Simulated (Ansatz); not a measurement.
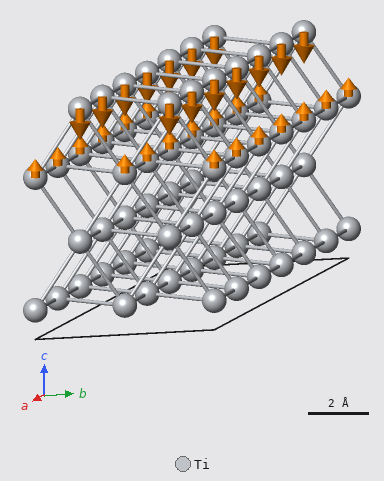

This is a constrained relaxation of a slab of composition Ti (cut from the Im-3m phase). The starting structure is drawn; orange arrows show the displacements, 10 times their true length.

A ball-and-stick model of the 1 × 2 repeat of the cell, outlined in the plane, without the vacuum, seen slightly off an axis.

Case: flat (1 1 0) slab. 12 atoms are held fixed.

All numbers below come from DFT PBEsol, scalar-relativistic, plane waves, PAW (Ansatz 0.2.0).

The input:
```yaml
crystal:
  lattice:
    - [16.6808554346, 0.0, 0.0]
    - [-1.8534283816, 2.6211435542, 0.0]
    - [0.0, 0.0, 21.0799076195]
  atoms:
    - { symbol: Ti, position: [0.0, 0.0, 0.0711578071] }
    - { symbol: Ti, position: [0.0, 0.5, 0.1788421929] }
    - { symbol: Ti, position: [0.1666666667, 1.0, 0.0711578071] }
    - { symbol: Ti, position: [0.1666666667, 0.5, 0.1788421929] }
    - { symbol: Ti, position: [0.3333333333, 1.0, 0.0711578071] }
    - { symbol: Ti, position: [0.3333333333, 0.5, 0.1788421929] }
    - { symbol: Ti, position: [0.5, 1.0, 0.0711578071] }
    - { symbol: Ti, position: [0.5, 0.5, 0.1788421929] }
    - { symbol: Ti, position: [0.6666666667, 1.0, 0.0711578071] }
    - { symbol: Ti, position: [0.6666666667, 0.5, 0.1788421929] }
    - { symbol: Ti, position: [0.8333333333, 1.0, 0.0711578071] }
    - { symbol: Ti, position: [0.8333333333, 0.5, 0.1788421929] }
    - { symbol: Ti, position: [0.0, 1.0, 0.2865265787] }
    - { symbol: Ti, position: [0.0, 0.5, 0.3942109645] }
    - { symbol: Ti, position: [0.1666666667, 1.0, 0.2865265787] }
    - { symbol: Ti, position: [0.1666666667, 0.5, 0.3942109645] }
    - { symbol: Ti, position: [0.3333333333, 1.0, 0.2865265787] }
    - { symbol: Ti, position: [0.3333333333, 0.5, 0.3942109645] }
    - { symbol: Ti, position: [0.5, 1.0, 0.2865265787] }
    - { symbol: Ti, position: [0.5, 0.5, 0.3942109645] }
    - { symbol: Ti, position: [0.6666666667, 1.0, 0.2865265787] }
    - { symbol: Ti, position: [0.6666666667, 0.5, 0.3942109645] }
    - { symbol: Ti, position: [0.8333333333, 1.0, 0.2865265787] }
    - { symbol: Ti, position: [0.8333333333, 0.5, 0.3942109645] }
basis:
  ecutwfc: 420
kpoints:
  mp_grid: { grid: [3, 14, 1] }
hamiltonian:
  xc: pbesol
scf:
  occupations: { method: gaussian, width: 0.1 }
output:
  forces: true
  eigenvalues: true
  populations: true
  write_density: true
  write_potential: true
  elf: true
  volumetric_format: npy
relax:
  adjacent_minimum: "off"
  f_tol: 0.02
  max_steps: 45
  constraints: [{ sites: [0, 1, 2, 3, 4, 5, 6, 7, 8, 9, 10, 11] }]
efield:
  axis: 3
  dipole_correction: true
  ramp_width: 0.04
```

Run as
```bash
ansatz run input.yaml --threads 4 --pin off --max-ram 11264MiB --backend cpu --events-out ev --progress --plain --runs-dir out
```

**Describe the change and its energy.**

The largest moves, 0.11 Å, are those of Ti14, Ti16, Ti18, Ti20, Ti22 and Ti24. Ti14 goes along the normal (−c). The cell doesn't change. Some distances before and after: Ti13–Ti14 2.780 → 2.642 Å, Ti13–Ti16 3.210 → 3.091 Å, Ti10–Ti21 2.780 → 2.833 Å. Among the angles between lasting bonds that change: Ti13–Ti14–Ti13 70.5° → 74.8°. After 3 geometry steps the energy has fallen by 0.275 eV per cell of the calculation. Largest force component: 0.54 eV/Å at the start, 0.01 eV/Å at the end. Cost: 6.8 min on 4 threads of AMD EPYC 7R43 64-Core Processor (Zen 3), on a shared host, peak memory 4.5 GiB.
